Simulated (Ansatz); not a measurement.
# Electroresistance of ZrC/ZnO/HfC, part 6 of 7

Aim: does the conductance of ZrC/ZnO/HfC change when the barrier's polarity is reversed? The lower electrode is ZrC rock salt(111), the upper one HfC rock salt(111); the barrier is ZnO wurtzite(0001) (whole bilayers). In the first transport cell, after relaxation, the nearest pair of electrode and barrier is C–O at 1.40 Å, along the normal, at the lower face and C–Zn at 2.01 Å, along the normal, at the upper one. All share a net of side 3.31 Å, which strains the lower electrode by -0.6 %, the upper one by +0.7 % and the barrier by +0.6 %, against typed lattice constants near PBE's. The first steps treat the bulk electrodes alone.

Ansatz 0.2.0; PBE DFT, plane waves, PAW files (the session's first sound run).

So far, transmission at the Fermi level (a spin, zone mean): step 5 (transmission over a wide range of energy, polarity O face on the lower …) 0.00729; step 6 (conductance on a fine mesh, polarity O face on the lower electrode, gap between …) 0.00393. Also channels of the lower lead: step 5 0.25.

### Step 8. T(E) of the junction, polarity Zn face on the lower electrode, gap between the electrodes 12.26 Å

This step: PBE DFT, plane waves, PAW files; ballistic transmission by layer matching between semi-infinite leads (Ansatz 0.2.0).

System of this step: ZrC/ZnO/HfC. The cell holds 38 atoms: 16 C, 7 Zr, 4 Zn, 4 O and 7 Hf. Cell: a = 3.310 Å, b = 3.310 Å, c = 63.671 Å, α = 90.0°, β = 90.0°, γ = 120.0°. Regions: left electrode, 15 atoms (8 C and 7 Zr); barrier, 8 atoms (4 Zn and 4 O); right electrode, 15 atoms (8 C and 7 Hf). Vacuum lies along c.

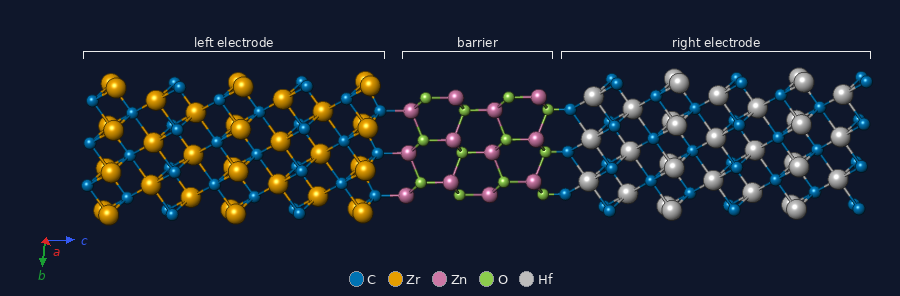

The cell of this step (carbon blue, zirconium orange, zinc pink, oxygen green, hafnium light grey). Bonds to atoms that aren't drawn are left out. 1×3×1 cells are drawn. Some periodic images of atoms are drawn too.

A wide window again for the changed junction, to set beside the first polarity.

File input.yaml:

```yaml
crystal:
  lattice:
    - [3.31, 0.0, 0.0]
    - [-1.655, 2.8665440865, 0.0]
    - [0.0, 0.0, 63.6705798008]
  atoms:
    - { symbol: C, position: [0.66666667, 0.33333333, 0.1099408867] }
    - { symbol: Zr, position: [0.0, 0.0, 0.1313628019] }
    - { symbol: C, position: [0.33333333, 0.66666667, 0.152784717] }
    - { symbol: Zr, position: [0.66666667, 0.33333333, 0.1742066322] }
    - { symbol: C, position: [0.0, 0.0, 0.1956285473] }
    - { symbol: Zr, position: [0.33333333, 0.66666667, 0.2170504625] }
    - { symbol: C, position: [0.66666667, 0.33333333, 0.2384723776] }
    - { symbol: Zr, position: [0.0, 0.0, 0.2598942928] }
    - { symbol: C, position: [0.33333333, 0.66666667, 0.2813162079] }
    - { symbol: Zr, position: [0.66666667, 0.33333333, 0.3027381231] }
    - { symbol: C, position: [0.0, 0.0, 0.3241600382] }
    - { symbol: Zr, position: [0.33333333, 0.66666667, 0.3455819534] }
    - { symbol: C, position: [0.66666667, 0.33333333, 0.3670038685] }
    - { symbol: Zr, position: [0.0, 0.0, 0.3884257837] }
    - { symbol: C, position: [0.33333333, 0.66666667, 0.4033109615] }
    - { symbol: Zn, position: [0.33333333, 0.66666667, 0.4348433683] }
    - { symbol: O, position: [0.66666667, 0.33333333, 0.4469754025] }
    - { symbol: Zn, position: [0.66666667, 0.33333333, 0.4774137624] }
    - { symbol: O, position: [0.33333333, 0.66666667, 0.4887813495] }
    - { symbol: Zn, position: [0.33333333, 0.66666667, 0.5192373213] }
    - { symbol: O, position: [0.66666667, 0.33333333, 0.5308984928] }
    - { symbol: Zn, position: [0.66666667, 0.33333333, 0.5612485868] }
    - { symbol: O, position: [0.33333333, 0.66666667, 0.5731092177] }
    - { symbol: C, position: [0.33333333, 0.66666667, 0.5958275639] }
    - { symbol: Hf, position: [0.66666667, 0.33333333, 0.616808294] }
    - { symbol: C, position: [0.0, 0.0, 0.6378275878] }
    - { symbol: Hf, position: [0.33333333, 0.66666667, 0.6588468816] }
    - { symbol: C, position: [0.66666667, 0.33333333, 0.6798661754] }
    - { symbol: Hf, position: [0.0, 0.0, 0.7008854692] }
    - { symbol: C, position: [0.33333333, 0.66666667, 0.721904763] }
    - { symbol: Hf, position: [0.66666667, 0.33333333, 0.7429240568] }
    - { symbol: C, position: [0.0, 0.0, 0.7639433506] }
    - { symbol: Hf, position: [0.33333333, 0.66666667, 0.7849626444] }
    - { symbol: C, position: [0.66666667, 0.33333333, 0.8059819381] }
    - { symbol: Hf, position: [0.0, 0.0, 0.8270012319] }
    - { symbol: C, position: [0.33333333, 0.66666667, 0.8480205257] }
    - { symbol: Hf, position: [0.66666667, 0.33333333, 0.8690398195] }
    - { symbol: C, position: [0.0, 0.0, 0.8900591133] }
kpoints:
  mp_grid: { grid: [12, 12, 1] }
scf:
  occupations: { method: fermi_dirac, width: 0.1 }
  max_iter: 150
hamiltonian:
  xc: pbe
output:
  transmission:
    kmesh: [12, 12]
    e_range: [-3, 3]
    de: 0.1
    leads: [[6, 8], [30, 32]]
  dos: { projected: true, e_range: [-6, 5], de: 0.05 }
  write_potential: true
  write_density: true
  volumetric_format: npy
```

Started as:

```bash
$ ansatz run input.yaml --threads 4 --pin off --max-ram 18432MiB --backend cpu --events-out ev --progress --plain --runs-dir out
```

Numbers of over 12 decimals in the logs are rounded to 6 here.

What it wrote:

```text
[...]
Crystal: 38 atoms, lattice volume = 604.123 Å³
Basis set: ecut = 420 eV, 12009 PW (Γ)
Bands: 242, of which v1, the nominal top of the filled ones, is band 201 counted from 1 (200 counted from 0)
Symmetry: 6 space group operations
[...]
k-points: 19 of 144 (time reversal used)
[...]
SCF iter   1: F=—  HF=-158908.965540 eV  |F-HF|=—  |Δ(HF+E_count)|=         —  Δρ=1.21e-2  dr2=7.03e1  ethr=1.77e-3  ⟨swp⟩=7.3  Hψ=18921  notcnv=0  defer=163
[...]
SCF iter  12: F=-158908.760126 eV  HF=-158908.760126 eV  |F-HF|=8.27e-8  |Δ(HF+E_count)|=   2.86e-8  Δρ=2.51e-6  dr2=8.65e-8  ethr=2.49e-11  ⟨swp⟩=20.0  Hψ=24597  notcnv=0
SCF 1 converged in 12 iterations: F = -158908.760126 eV  dr2 = 8.65e-8
[...]
transmission: 107 of 1064 steps passed
transmission: 213 of 1064 steps passed
[...]
transmission: 1064 of 1064 steps passed
[...]
SCF converged after 12 iterations
Free energy (F): -158908.760126 eV
[...]
Internal energy: -158908.309938 eV  (E = F + TS)
E sigma→0 (E₀):  -158908.535032 eV
Entropy (-TS):   -0.450187 eV (-11.847 meV/atom)
Fermi energy:    10.458912 eV
[...]
--- Band table (eV; the first three rows and the last of 19) ---
  k-point 0: bands = [... 197 lower, 10.9663, 11.1642, 11.1907, 11.1907, 11.4063, 11.5341, 11.5341, 11.6352, ... 37 higher]
  k-point 1: bands = [... 197 lower, 10.7364, 10.7662, 10.8668, 10.9990, 11.0093, 11.1028, 11.2065, 11.2401, ... 37 higher]
  k-point 2: bands = [... 197 lower, 10.3848, 10.4492, 10.6238, 10.6877, 10.7207, 10.7508, 10.7664, 10.8004, ... 37 higher]
  k-point 18: bands = [... 197 lower, 9.6055, 9.8397, 9.9063, 10.0622, 10.2058, 10.2986, 10.3357, 13.1514, ... 37 higher]
--- Transmission ---
  basis      : 85 plane waves across, 56 finite elements along
  points     : 19, standing for a mesh of 12 x 12
[...]
channels       : 2.500000e-1 a spin
[...]
slowest decay  : 0.0470 /Å at (0.1667, 0.0000)
  crystal 1  : C1Hf1, at the sites [30, 32], period 2.6766 Å, over 20.07 Å; its Hamiltonian steps by up to 53.7 meV: too much for a lead, lay more layers or, if its atoms are ordered, name the step of that order
[...]
channels       : 2.500000e-1 a spin
[...]
slowest decay  : 0.0255 /Å at (0.3333, 0.0833)
  junction   : crystal 0 to crystal 1, 16.40 to 44.77 Å
    transmission   : 5.462363e-3 a spin
[...]
```

The job ended after 4.4 min (4 threads of Arm Neoverse V2, shared host; peak memory 5 GiB).

Numbers from this step:

```yaml
free_energy: -158908.7601 eV
fermi_energy: 10.46 eV
transmission_at_the_fermi_level_a_spin_zone_mean: 0.005462
channels_of_the_lower_lead: 0.25
channels_of_the_upper_lead: 0.25
potential_step_in_the_lower_lead: 55.1 meV
potential_step_in_the_upper_lead: 53.7 meV
```

One spin. The transmission, zone mean by energy, zero at the Fermi level:

| energy (eV) | transmission, zone mean |
| --- | --- |
| -3.0000 | 0.0424 |
| -2.9000 | 0.0587 |
| -2.8000 | 0.0358 |
| -2.5000 | 0.0571 |
| -2.3000 | 0.0331 |
| -2.2000 | 0.0598 |
| -2.0000 | 0.0248 |
| -1.8000 | 0.0316 |
| -1.5000 | 0.00651 |
| -1.3000 | 0.00433 |
| -1.0000 | 0.00532 |
| -0.8000 | 0.00590 |
| -0.5000 | 0.0129 |
| -0.3000 | 0.0210 |
| 0.0000 | 0.00546 |
| 0.2000 | 0.00269 |
| 0.5000 | 0.00285 |
| 0.7000 | 0.00491 |
| 1.0000 | 0.0139 |
| 1.2000 | 0.0111 |
| 1.5000 | 0.0259 |
| 1.7000 | 0.0478 |
| 2.0000 | 0.0585 |
| 2.2000 | 0.0805 |
| 2.5000 | 0.131 |
| 2.7000 | 0.111 |
| 3.0000 | 0.224 |

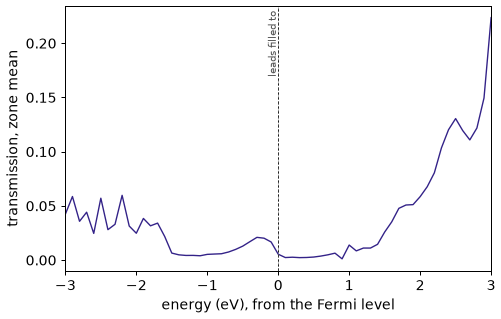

Transmission, zone mean against energy.

One spin. Open channels, zone mean against energy, zero at the Fermi level:

| energy (eV) | lower lead | upper lead |
| --- | --- | --- |
| -3.0000 | 0.924 | 0.646 |
| -2.8000 | 1.04 | 1.46 |
| -2.5000 | 1.83 | 2.02 |
| -2.3000 | 2.17 | 2.10 |
| -2.0000 | 1.94 | 1.85 |
| -1.8000 | 1.60 | 1.58 |
| -1.5000 | 1.42 | 1.42 |
| -1.3000 | 1.21 | 1.21 |
| -1.0000 | 1 | 0.875 |
| -0.8000 | 0.833 | 0.833 |
| -0.5000 | 0.583 | 0.5 |
| -0.3000 | 0.417 | 0.375 |
| 0.0000 | 0.25 | 0.25 |
| 0.2000 | 0.542 | 0.5 |
| 0.5000 | 0.542 | 0.458 |
| 0.7000 | 0.667 | 0.667 |
| 1.0000 | 0.944 | 0.778 |
| 1.2000 | 0.958 | 0.938 |
| 1.5000 | 1.04 | 1 |
| 1.7000 | 1.21 | 1.21 |
| 2.0000 | 1.29 | 1.33 |
| 2.2000 | 1.38 | 1.29 |
| 2.5000 | 1.5 | 1.46 |
| 2.7000 | 1.54 | 1.46 |
| 3.0000 | 1.97 | 1.71 |

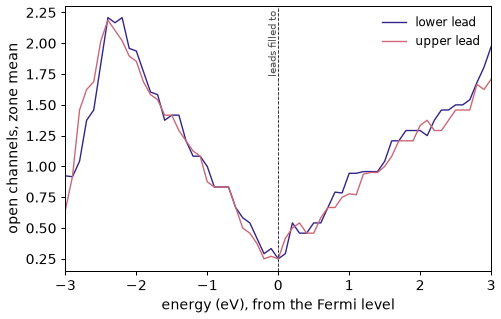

Open channels, zone mean against energy.

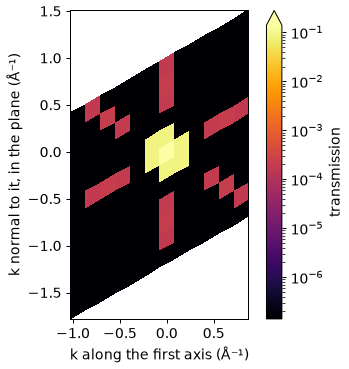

Transmission over k1 and k2. At 0.0000 eV from the Fermi level; zeros and values more than six decades under the largest are shown at that floor.

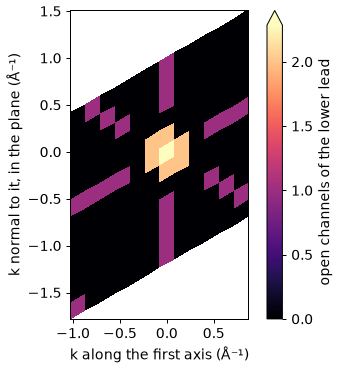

Open channels of the lower lead over k1 and k2. At 0.0000 eV from the Fermi level.

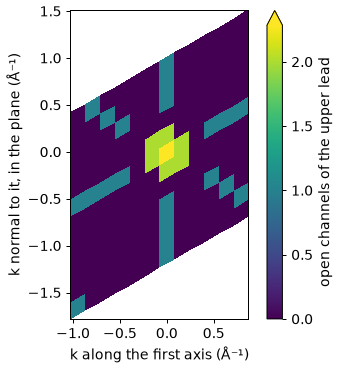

Open channels of the upper lead over k1 and k2. At 0.0000 eV from the Fermi level.

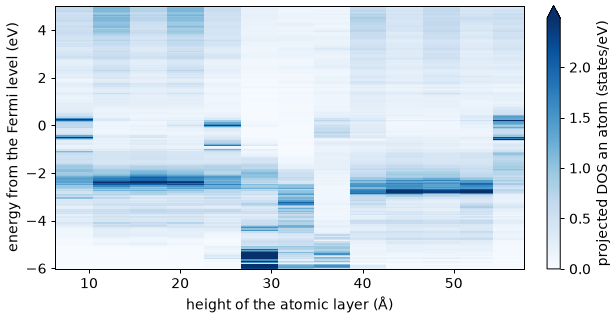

Projected DOS an atom over height of the atomic layer and energy from the Fermi level. Layers: C Zr C Zr C Zr C Zr C Zr C Zr C Zr C Zn O Zn O Zn O Zn O C Hf C Hf C Hf C Hf C Hf C Hf C Hf C; projections on atoms miss part of the total, and the computed bands can run out at the top of the range; a column is the mean of 3 neighbouring layers, the last of those left over.

At the Fermi level the transmission is 0.0055, as a zone mean for one spin on this coarse mesh. At the Fermi level the layers of this cell's barrier hold from 0.016 to 0.31 states an eV and atom. In the worse lead the potential repeats within 55 meV, which the program flags as too much for a lead, so G carries that doubt.

### Step 9. Conductance on a fine mesh, polarity Zn face on the lower electrode, gap between the electrodes 12.26 Å

The conductance of the changed junction, on the mesh and energies of the first conductance run.

Changes to input.yaml since step 8:

```diff
@@ -53,9 +53,5 @@
   transmission:
-    kmesh: [12, 12]
-    e_range: [-3, 3]
-    de: 0.1
+    kmesh: [30, 30]
+    e_range: [-0.26, 0.27]
+    de: 0.0375
     leads: [[6, 8], [30, 32]]
-  dos: { projected: true, e_range: [-6, 5], de: 0.05 }
-  write_potential: true
-  write_density: true
-  volumetric_format: npy
```

What it wrote:

```text
[...]
Crystal: 38 atoms, lattice volume = 604.123 Å³
Basis set: ecut = 420 eV, 12009 PW (Γ)
Bands: 242, of which v1, the nominal top of the filled ones, is band 201 counted from 1 (200 counted from 0)
Symmetry: 6 space group operations
[...]
k-points: 19 of 144 (time reversal used)
[...]
SCF iter   1: F=—  HF=-158908.965540 eV  |F-HF|=—  |Δ(HF+E_count)|=         —  Δρ=1.21e-2  dr2=7.03e1  ethr=1.77e-3  ⟨swp⟩=7.3  Hψ=18921  notcnv=0  defer=163
[...]
SCF iter  12: F=-158908.760126 eV  HF=-158908.760126 eV  |F-HF|=8.27e-8  |Δ(HF+E_count)|=   2.86e-8  Δρ=2.51e-6  dr2=8.65e-8  ethr=2.49e-11  ⟨swp⟩=20.0  Hψ=24597  notcnv=0
SCF 1 converged in 12 iterations: F = -158908.760126 eV  dr2 = 8.65e-8
[...]
transmission: 431 of 4277 steps passed
transmission: 858 of 4277 steps passed
[...]
transmission: 4277 of 4277 steps passed
SCF converged after 12 iterations
Free energy (F): -158908.760126 eV
[...]
Internal energy: -158908.309938 eV  (E = F + TS)
E sigma→0 (E₀):  -158908.535032 eV
Entropy (-TS):   -0.450187 eV (-11.847 meV/atom)
Fermi energy:    10.458912 eV
[...]
--- Band table (eV; the first three rows and the last of 19) ---
  k-point 0: bands = [... 197 lower, 10.9663, 11.1642, 11.1907, 11.1907, 11.4063, 11.5341, 11.5341, 11.6352, ... 37 higher]
  k-point 1: bands = [... 197 lower, 10.7364, 10.7662, 10.8668, 10.9990, 11.0093, 11.1028, 11.2065, 11.2401, ... 37 higher]
  k-point 2: bands = [... 197 lower, 10.3848, 10.4492, 10.6238, 10.6877, 10.7207, 10.7508, 10.7664, 10.8004, ... 37 higher]
  k-point 18: bands = [... 197 lower, 9.6055, 9.8397, 9.9063, 10.0622, 10.2058, 10.2986, 10.3357, 13.1514, ... 37 higher]
--- Transmission ---
  basis      : 85 plane waves across, 47 finite elements along
  points     : 91, standing for a mesh of 30 x 30
[...]
filled         : 3.4 meV over the level at which it is neutral
    channels       : 3.000000e-1 a spin
[...]
slowest decay  : 0.0210 /Å at (0.3333, 0.0667)
[...]
filled         : 31.9 meV over the level at which it is neutral
    channels       : 3.866667e-1 a spin
[...]
slowest decay  : 0.0442 /Å at (0.2333, 0.0667)
  junction   : crystal 0 to crystal 1, 16.40 to 44.77 Å
    transmission   : 5.721718e-3 a spin
[...]
resistance     : 1.8648e-1 Ω µm² beyond half of each lead's own
```

The job ended after 4.2 min (4 threads; peak memory 4.2 GiB; 16 min of CPU time).

This step gave:

```yaml
transmission_at_the_fermi_level_a_spin_zone_mean: 0.005722
channels_of_the_lower_lead: 0.3
channels_of_the_upper_lead: 0.3867
ballistic_conductance_of_the_lower_lead: 2.41e14 S/m²
ballistic_conductance_of_the_upper_lead: 3.05e14 S/m²
junction_conductance: 5.26e12 S/m²
error_estimates_by_source_in_the_log_s_order: 8.3, 1, 22.9, 190.2, 19.2 %
resistance_area_product_beyond_the_leads: 0.1865 Ω um²
```

One spin. Transmission, zone mean against energy, zero at the Fermi level:

| energy (eV) | transmission, zone mean |
| --- | --- |
| -0.260 | 0.0186 |
| -0.223 | 0.0164 |
| -0.185 | 0.0174 |
| -0.147 | 0.0135 |
| -0.110 | 0.0127 |
| -0.072 | 0.00872 |
| -0.035 | 0.00730 |
| 0.003 | 0.00572 |
| 0.040 | 0.00528 |
| 0.077 | 0.00501 |
| 0.115 | 0.00477 |
| 0.152 | 0.00435 |
| 0.190 | 0.00462 |
| 0.228 | 0.00334 |
| 0.265 | 0.00329 |

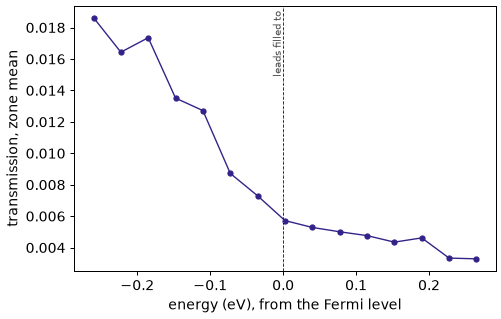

Transmission, zone mean against energy.

One spin. Table of open channels, zone mean by energy, zero at the Fermi level:

| energy (eV) | lower lead | upper lead |
| --- | --- | --- |
| -0.260 | 0.333 | 0.34 |
| -0.223 | 0.32 | 0.313 |
| -0.185 | 0.3 | 0.327 |
| -0.147 | 0.32 | 0.317 |
| -0.110 | 0.307 | 0.317 |
| -0.072 | 0.273 | 0.353 |
| -0.035 | 0.253 | 0.387 |
| 0.003 | 0.3 | 0.387 |
| 0.040 | 0.323 | 0.373 |
| 0.077 | 0.34 | 0.387 |
| 0.115 | 0.367 | 0.4 |
| 0.152 | 0.393 | 0.44 |
| 0.190 | 0.373 | 0.44 |
| 0.228 | 0.413 | 0.467 |
| 0.265 | 0.44 | 0.467 |

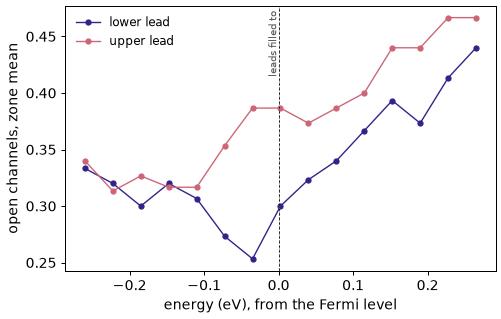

Open channels, zone mean against energy.

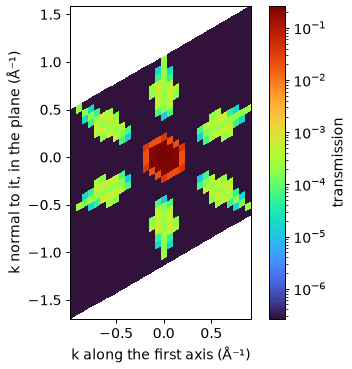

Transmission over k1 and k2. At 0.0025 eV from the Fermi level; zeros and values more than six decades under the largest are shown at that floor.

G = 5.3e12 S/m² (1/G = 0.190 Ω µm²), 1.4 times the step before of this kind, a change inside the error estimates. The largest error estimate is 190 %, from the leads' potential steps. In the worse lead the potential repeats within 55 meV, which the program flags as too much for a lead, so G carries that doubt.

### Step 10. Electroresistance

This step: Tunnel electroresistance (G_up - G_down) / G_down from the conductances of both polarities, PBE DFT, plane waves, PAW files (Ansatz 0.2.0).

No new run: the two polarities are divided.

This step gave:

* conductance, first polarity (S/m²): 3.63e12
* conductance, second polarity (S/m²): 5.26e12
* electroresistance: -31 %

The two conductances carry error estimates of up to 63 % and 190 %, which the ratio inherits.

(Continued in part 7 of 7.)

[Logs are printed without paths, hosts, clocks, repeated set-up lines and the standing remarks that a program may print on its own settings, such as how far it seeks lower states.]

[Hosts, paths, dates, database ids (printed as entryN), source tags and the programs' standing remarks are cut or masked in the printed files.]
